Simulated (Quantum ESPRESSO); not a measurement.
**Energy of BAs along an even scaling of the cell**

System: BAs (F-43m, 2 atoms in the cell).
Method: Kohn-Sham DFT of a periodic cell, rev-vdW-DF2, PseudoDojo 0.4.1 SR PBE standard, no spin polarisation (Quantum ESPRESSO 7.5).

The 7 runs differ only in the geometry, by an even scaling of the cell at fixed fractional positions. The structure derives from an entry of the Crystallography Open Database.

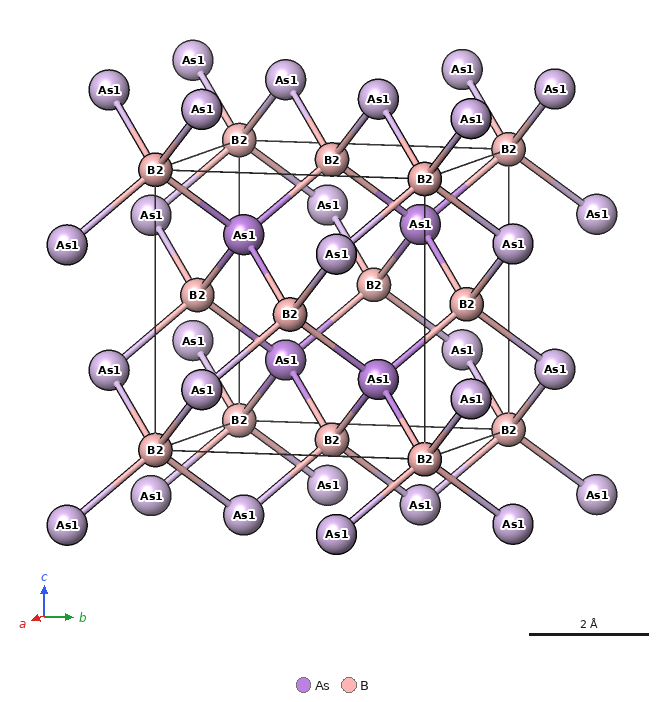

Figure 1. The structure of run 4 (ball-and-stick view of the cell 4 times as large as that of the calculation, set on its symmetry axes, seen slightly off an axis; neighbours outside the cell are drawn fainter; atoms are numbered from 1 in the order of the input).

### Input of run 4
```
&CONTROL
  calculation = 'scf'
  prefix = 'pwscf'
  outdir = './tmp'
  pseudo_dir = './pseudo'
  tprnfor = .true.
  tstress = .true.
  disk_io = 'nowf'
/
&SYSTEM
  ibrav = 0
  nat = 2
  ntyp = 2
  ecutwfc = 84
  nbnd = 15
  input_dft = 'vdw-df2-b86r'
  occupations = 'smearing'
  smearing = 'fd'
  degauss = 0.00367493
/
&ELECTRONS
  conv_thr = 4d-10
  electron_maxstep = 120
  mixing_beta = 0.5
/
ATOMIC_SPECIES
As    74.9216 As.upf
B     10.8100 B.upf
CELL_PARAMETERS angstrom
   0.0000000000    2.3885000000    2.3885000000
   2.3885000000    0.0000000000    2.3885000000
   2.3885000000    2.3885000000    0.0000000000
ATOMIC_POSITIONS crystal
As     0.7500000000    0.7500000000    0.7500000000
B      0.0000000000    0.0000000000    0.0000000000
K_POINTS automatic
10 10 10 0 0 0
```

Command:
```bash
OMP_NUM_THREADS=1 pw.x -in pw.in > pw.out
```

Lattice vectors (Å) and fractional positions of run 4:
```
   0.000000    2.388500    2.388500
   2.388500    0.000000    2.388500
   2.388500    2.388500    0.000000
As  0.750000  0.750000  0.750000
B   0.000000  0.000000  0.000000
```

Run 5 differs from it as follows:
```diff
-   0.0000000000    2.3885000000    2.3885000000
-   2.3885000000    0.0000000000    2.3885000000
-   2.3885000000    2.3885000000    0.0000000000
+   0.0000000000    2.4043183418    2.4043183418
+   2.4043183418    0.0000000000    2.4043183418
+   2.4043183418    2.4043183418    0.0000000000
```

### Results, with one run withheld

| run | volume per atom (Å³) | free energy per atom, from the lowest run given (meV) | pressure (GPa) | gap on the mesh (eV) |
| --- | --- | --- | --- | --- |
| 1 | 12.809 | 29.61 | 10.91 | 1.18 |
| 2 | 13.081 | 14.14 | 7.33 | 1.20 |
| 3 | 13.354 | 4.45 | 4.09 | 1.22 |
| 4 | 13.626 | 0.00 | 1.17 | 1.24 |
| 5 | 13.899 | ? | ? | ? |
| 6 | 14.171 | 4.82 | −3.85 | 1.27 |
| 7 | 14.444 | 13.22 | −6.00 | 1.29 |

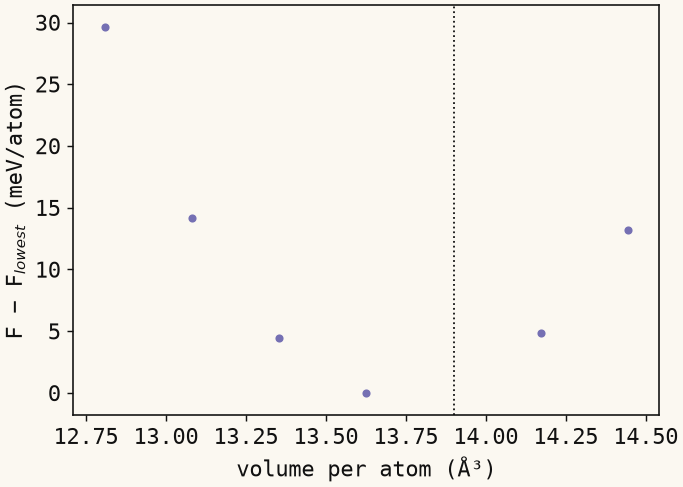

Figure 2. Free energy per atom of the runs given; the dotted line marks run 5.

Fit the runs given and predict run 5.

A cubic polynomial in V^(−2/3) (the Birch–Murnaghan form), fitted to the 6 runs given, misses them by at most 0.01 meV per atom. With x = V^(−2/3) − 0.17585 Å⁻², it reads F = 0.62172 + 1336.8 x + 4.2636e+05 x² + 2.2774e+05 x³ (meV per atom). At run 5 it gives 0.28 meV per atom, and the run itself gives 0.28. The slope of the fit gives a pressure −dF/dV of −1.46 GPa there, and the run prints −1.47 GPa. The fit has its minimum at 13.744 Å³ per atom, where V d²F/dV² gives 134 GPa: the bulk modulus at this level, since symmetry fixes the shape and the positions. The gap on the mesh goes, without turning, from 1.18 eV in run 1 to 1.29 eV in run 7; run 5 has 1.25 eV. These are gaps of this functional on this mesh, which can miss the band edges; they aren't the measured gap.

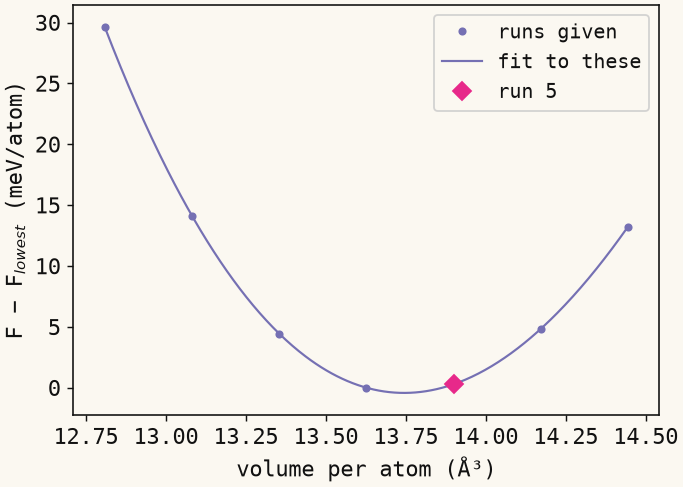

Figure 3. The fit and the withheld run.

### Some lines of the output (run 5)
```
[...]
     unit-cell volume          =     187.5869 (a.u.)^3
     number of k points=    47  Fermi-Dirac smearing, width (Ry)=  0.0037
     total energy              =    -217.75604306 Ry
     total energy              =    -217.77847902 Ry
     total energy              =    -217.77927419 Ry
     total energy              =    -217.77939997 Ry
     total energy              =    -217.77940530 Ry
     total energy              =    -217.77940564 Ry
     total energy              =    -217.77940566 Ry
     the Fermi energy is    11.5082 ev
!    total energy              =    -217.77940566 Ry
     The total energy is F=E-TS. E is the sum of the following terms:
     Computing stress (Cartesian axis) and pressure
          total   stress  (Ry/bohr**3)                   (kbar)     P=      -14.70
```

Notes: The record of the run, not the program, notes: potentials made for another functional. Points of doubt noted for this run: potentials made for another functional.
